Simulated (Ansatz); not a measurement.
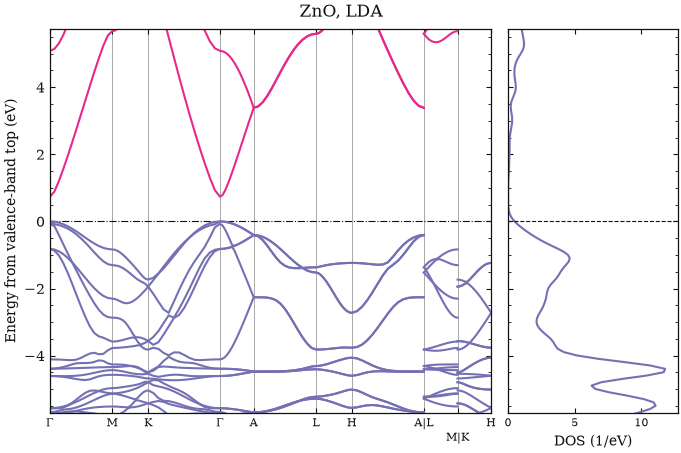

Band structure and density of states. Energies are counted from the top of the valence band. The DOS curve is built from the levels of the k mesh with Gaussians 0.55 eV wide, which also blur the band edges; ripples of that width can come from the mesh.

What lattice type does the k path imply?

A hexagonal (primitive) lattice: the path Γ–M–K–Γ–A–L–H–A|L–M|K–H runs through the special points of its Brillouin zone.

The Ansatz input:

```yaml
crystal:
  lattice:
    - [3.249308, 0.0, 0.0]
    - [-1.624654, 2.8139832727, 0.0]
    - [0.0, 0.0, 5.205709]
  atoms:
    - { symbol: Zn, position: [0.6666666667, 0.3333333333, 0.0] }
    - { symbol: Zn, position: [0.3333333333, 0.6666666667, 0.5] }
    - { symbol: O, position: [0.3333333333, 0.6666666667, 0.87901] }
    - { symbol: O, position: [0.6666666667, 0.3333333333, 0.37901] }
hamiltonian:
  xc: lda
  pseudopotentials: { kind: paw }
kpoints:
  mp_grid: { grid: [9, 9, 5] }
  band_path:
    path:
      - [[0.0, 0.0, 0.0], [0.5, 0.0, 0.0], [0.3333333333, 0.3333333333, 0.0], [0.0, 0.0, 0.0], [0.0, 0.0, 0.5], [0.5, 0.0, 0.5], [0.3333333333, 0.3333333333, 0.5], [0.0, 0.0, 0.5]]
      - [[0.5, 0.0, 0.5], [0.5, 0.0, 0.0]]
      - [[0.3333333333, 0.3333333333, 0.0], [0.3333333333, 0.3333333333, 0.5]]
    npoints: 14
scf:
  occupations: { method: fermi_dirac, width: 0.05 }
  n_extra_bands: 10
output:
  forces: true
  stress: true
  eigenvalues: true
  fatbands: true
  write_density: true
  write_potential: true
  elf: true
  volumetric_format: npy
```

System: wurtzite ZnO, space group P6_3mc, 4 atoms in the cell.

Computed with Ansatz 0.2.0: LDA, Ansatz PAW, no spin polarisation, no spin-orbit coupling, 9×9×5 k mesh, 420 eV cutoff.

Read off the fundamental gap and say whether it is direct.

The material is gapped. The gap along this path is 0.73 eV and direct: both edges lie at Γ.

The PAW data sets were made with another functional. LDA, GGA and most meta-GGA functionals understate gaps. The cell is at −7 GPa in this functional.
